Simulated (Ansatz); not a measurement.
**Geometry relaxation of Ti5Si (part 2 of 2)**

Continued. System: Ti5Si (P-6m2, 6 atoms in the cell). Method: DFT PBEsol, scalar-relativistic, plane waves, PAW, no spin polarisation (Ansatz 0.2.0); cutoff 420 eV, 12×12×8 k-mesh, Gaussian smearing of 0.1 eV. The structure derives from a Materials Project entry. It belongs to a series of runs on one base structure; here: 1 of 6 Ti sites taken by Si, cell and atoms relaxed.

Geometry of the input (Å; fractional positions):
```
2.2467  -3.8914  0.0000
-4.4934  0.0000  0.0000
0.0000  0.0000  -5.5283
Ti 0.0000  1.0000  0.5000
Ti 0.0000  1.0000  0.0000
Ti 0.3333  0.6667  0.2500
Ti 0.3333  0.6667  0.7500
Ti 0.6667  0.3333  0.2500
Si 0.6667  0.3333  0.7500
```

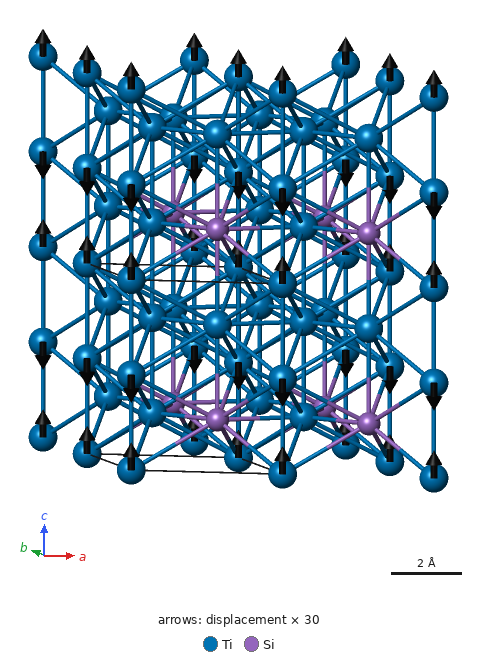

*The starting structure with the displacements (without the part carried along by the change of the cell) as black arrows, magnified 30 times (ball-and-stick view of the cell of the calculation, set on other vectors, repeated 2 × 2 × 2, seen slightly off an axis).*

The largest moves relative to the cell, 0.027 Å, are those of Ti1 and Ti2. Si stays in place. The drawn cell changes as follows: a = b 4.493 → 4.456 Å (−0.8 %), c 5.528 → 5.475 Å (−1.0 %); the volume changes by −2.6 %. Among the contacts that change: Ti1–Ti2 2.764 → 2.684 Å, Ti1–Ti4 2.939 → 2.902 Å, Ti1–Si6 2.939 → 2.902 Å, Ti5–Si6 2.764 → 2.738 Å. The space group stays P-6m2 (No. 187). The energy falls by 32.9 meV per cell of the calculation in 2 geometry steps. The largest force component goes from 0.24 to 0.0039 eV/Å. The pressure goes from −3.16 to −0.11 GPa. A last SCF at the same geometry on a re-selected plane-wave basis shifts the energy by +0.2 meV per cell of the calculation. (Atoms are counted from 1 in the order of the input.)

```
basis re-selected at this cell: Δ(F+E_penalty+E_count) = +2.227e-4 eV, ΔP = -0.000 GPa vs the last step (what re-selecting the basis moved, of the pressure what is left beyond the Pulay correction that the steps carried, after the strain that the cell walked since its last selection, with what the two solves' SCF thresholds leave and, on support functions, any second-order correction that the steps lacked; it is no measure of the basis error at this ecutwfc). The dense FFT grid was sized anew with the basis: this SCF ran on 30×30×40 points, the steps before it on 32×32×40, so part of this shift can come from that change (see relax.cell in the input reference). This SCF's stress stands 1.43e-1 GPa from its target on what of the cell is left free (relax.cell.stress_tol is 1.50e-1 GPa) and its largest allowed force component is 3.94e-3 eV/Å (relax.f_tol is 1.50e-2 eV/Å): within both
SCF converged after 8 iterations
Free energy (F): -12992.281566 eV
Harris-Foulkes:  -12992.281566 eV  (|F-HF|=1.82e-12)
Internal energy: -12992.252443 eV  (E = F + TS)
E sigma→0 (E₀):  -12992.267004 eV
Entropy (-TS):   -0.029122 eV (-4.854 meV/atom)
Fermi energy:    13.830603 eV
--- Per-component energies (eV) ---
  E_band       = -710.310856
  E_kinetic    = 1412.299443
  E_local      = -4237.349996  (includes V_loc(G=0)·N_el)
  E_nonlocal   = 73.667168
  E_hartree    = 1779.303409
  E_xc         = -542.103968
  E_vxc        = -659.618896  (∫ρ·V_xc dr)
  E_paw        = -5613.209074  (= ΣΔE_a)
  E_vpaw       = -857.915936  (= ΣTr[D̂ρ^β])
  E_aug_tail   = 0.000547  (compensation charges beyond the density's cutoff)
  E_ewald      = -5865.588454
  E_core_change = 0.728482  (= ΣΔE_core)
  E_smearing   = -0.029122  (= −TS)
  E_closure    = -0.000000  (closes the sum)
  Σ components = -12992.281566   (vs F -12992.281566, Δ=0.00e0)
--- Forces (eV/Å), atoms counted from 1 ---
  atom   1  Ti    -0.00000000    -0.00000000     0.00394402
  atom   2  Ti    -0.00000000    -0.00000000    -0.00394402
  atom   3  Ti     0.00000000     0.00000000     0.00000000
  atom   4  Ti    -0.00000000     0.00000000     0.00000000
  atom   5  Ti    -0.00000000     0.00000000    -0.00000000
  atom   6  Si     0.00000000     0.00000000     0.00000000
  max |Σ_I F_I| component: 8.86e-17 eV/Å
--- Stress (GPa, compression-positive) ---
       -0.143148      -0.000000       0.000000
       -0.000000      -0.143148       0.000000
        0.000000       0.000000      -0.053676
  P = ⅓ Tr σ = -0.1133 GPa (-1.133 kbar)
--- Band table (eV; the first three rows and the last of 95) ---
  k-point 0: bands = ["-42.5242", "-42.3957", "-42.3742", "-42.2562", "-42.1576", "-19.1060", "-19.0527", "-19.0239", "-19.0239", "-18.9783", "-18.9783", "-18.8039", "-18.8039", "-18.7505", "-18.6368", "-18.6368", "-18.5050", "-18.3542", "-18.2931", "-18.2931", "4.7738", "10.2667", "10.6004", "10.8870", "10.8870", "11.8901", "11.8901", "11.9984", "12.4556", "12.4556", "13.6214", "13.6214", "13.8874", "15.1526", "15.1526", "15.2260", "15.2260", "15.5528", "15.9214"]
  k-point 1: bands = ["-42.5202", "-42.4041", "-42.3698", "-42.2552", "-42.1587", "-19.0889", "-19.0274", "-19.0224", "-19.0224", "-18.9741", "-18.9741", "-18.8126", "-18.8126", "-18.7500", "-18.6344", "-18.6344", "-18.5263", "-18.3792", "-18.2927", "-18.2927", "4.8272", "9.7471", "10.8490", "10.8490", "11.0184", "11.9684", "11.9684", "12.1268", "12.4961", "12.4961", "13.5478", "13.5478", "13.9888", "15.1193", "15.1193", "15.3066", "15.3066", "15.5734", "15.8639"]
  k-point 2: bands = ["-42.5087", "-42.4217", "-42.3635", "-42.2530", "-42.1614", "-19.0396", "-19.0195", "-19.0195", "-18.9607", "-18.9607", "-18.9583", "-18.8355", "-18.8355", "-18.7475", "-18.6292", "-18.6292", "-18.5849", "-18.4494", "-18.2915", "-18.2915", "4.9673", "9.1077", "10.7706", "10.7706", "11.4166", "12.1678", "12.1678", "12.4695", "12.6001", "12.6001", "13.3492", "13.3492", "14.2556", "15.1023", "15.1023", "15.3883", "15.3883", "15.5386", "15.7988"]
  k-point 94: bands = ["-42.4476", "-42.4283", "-42.2942", "-42.2799", "-42.2605", "-19.1762", "-19.0206", "-18.9743", "-18.9406", "-18.9370", "-18.9290", "-18.7276", "-18.6872", "-18.6761", "-18.6506", "-18.6243", "-18.5882", "-18.5665", "-18.5398", "-18.2408", "6.2192", "10.0330", "10.1088", "10.1401", "11.3596", "11.7719", "13.1069", "13.1179", "13.1671", "13.2976", "13.7069", "13.7972", "13.8144", "14.0263", "14.2178", "14.3090", "14.3978", "14.9437", "14.9940"]
--- Relaxed structure (3 steps of the walk, 3 accepted, 1 SCFs on fresh bases) ---
  F+E_penalty+E_count = -12992.28156570 eV   max|allowed force component| = 3.944e-3 eV/Å   (the final SCF, on the basis selected at the relaxed cell)
  cell:  # Å, volume = 94.1750 Å³
    - [2.2282369556937214, -3.8594196185641265, 0.0]
    - [-4.456473911387443, 0.0, 0.0]
    - [0.0, 0.0, -5.475483452167367]
  atoms:
    - { symbol: Ti, position: [2.1309040405054573e-34, 1.0, 0.5049275509503517] }
    - { symbol: Ti, position: [2.1309040405054573e-34, 1.0, -0.004927550950351679] }
    - { symbol: Ti, position: [0.33333333333333337, 0.6666666666666666, 0.25000000000000006] }
    - { symbol: Ti, position: [0.33333333333333337, 0.6666666666666666, 0.7500000000000001] }
    - { symbol: Ti, position: [0.6666666666666667, 0.33333333333333337, 0.25000000000000006] }
    - { symbol: Si, position: [0.6666666666666667, 0.33333333333333337, 0.7500000000000001] }
```

Trajectory as extended XYZ (Å, eV, eV/Å), 4 frames, from step=1 to step=4
```
6
Lattice="2.2467 -3.8914 0.0000 -4.4934 0.0000 0.0000 0.0000 0.0000 -5.5283" Properties=species:S:1:pos:R:3:forces:R:3 step=1 energy=-12992.24891 pressure_GPa=-3.16
Ti   -4.4934    0.0000   -2.7642    0.0000   0.0000  -0.2425
Ti   -4.4934    0.0000    0.0000    0.0000   0.0000   0.2425
Ti   -2.2467   -1.2971   -1.3821    0.0000   0.0000   0.0000
Ti   -2.2467   -1.2971   -4.1463    0.0000   0.0000   0.0000
Ti    0.0000   -2.5943   -1.3821    0.0000   0.0000   0.0000
Si    0.0000   -2.5943   -4.1463    0.0000   0.0000   0.0000
6
Lattice="2.2174 -3.8407 0.0000 -4.4349 0.0000 0.0000 0.0000 0.0000 -5.4341" Properties=species:S:1:pos:R:3:forces:R:3 step=2 energy=-12992.27142 pressure_GPa=2.18
Ti   -4.4349    0.0000   -2.7458    0.0000   0.0000   0.0018
Ti   -4.4349    0.0000    0.0287    0.0000   0.0000  -0.0018
Ti   -2.2174   -1.2802   -1.3585    0.0000   0.0000   0.0000
Ti   -2.2174   -1.2802   -4.0756    0.0000   0.0000   0.0000
Ti    0.0000   -2.5605   -1.3585    0.0000   0.0000   0.0000
Si    0.0000   -2.5605   -4.0756    0.0000   0.0000   0.0000
6
Lattice="2.2282 -3.8594 0.0000 -4.4565 0.0000 0.0000 0.0000 0.0000 -5.4755" Properties=species:S:1:pos:R:3:forces:R:3 step=3 energy=-12992.28179 pressure_GPa=-0.11
Ti   -4.4565    0.0000   -2.7647    0.0000   0.0000   0.0039
Ti   -4.4565    0.0000    0.0270    0.0000   0.0000  -0.0039
Ti   -2.2282   -1.2865   -1.3689    0.0000   0.0000   0.0000
Ti   -2.2282   -1.2865   -4.1066    0.0000   0.0000   0.0000
Ti    0.0000   -2.5729   -1.3689    0.0000   0.0000   0.0000
Si    0.0000   -2.5729   -4.1066    0.0000   0.0000   0.0000
6
Lattice="2.2282 -3.8594 0.0000 -4.4565 0.0000 0.0000 0.0000 0.0000 -5.4755" Properties=species:S:1:pos:R:3:forces:R:3 step=4 energy=-12992.28157 pressure_GPa=-0.11
Ti   -4.4565    0.0000   -2.7647    0.0000   0.0000   0.0039
Ti   -4.4565    0.0000    0.0270    0.0000   0.0000  -0.0039
Ti   -2.2282   -1.2865   -1.3689    0.0000   0.0000   0.0000
Ti   -2.2282   -1.2865   -4.1066    0.0000   0.0000   0.0000
Ti    0.0000   -2.5729   -1.3689    0.0000   0.0000   0.0000
Si    0.0000   -2.5729   -4.1066    0.0000   0.0000   0.0000
```

Results in brief

```tsv
quantity	value
outcome	converged
space group (tolerance 0.01 Å)	P-6m2 (187)
electrons treated	64
free energy	−12992.2816 eV
Fermi energy	13.831 eV
gap on the k-point mesh	none (metallic)
pressure	−0.11 GPa
final volume	94.18 Å³
largest force (length of the vector) at the end	0.004 eV/Å
final cell	a = 4.456 Å, b = 4.456 Å, c = 5.475 Å, α = 90.00°, β = 90.00°, γ = 120.00°
wall time	3.8 min
peak memory	0.57 GiB
```
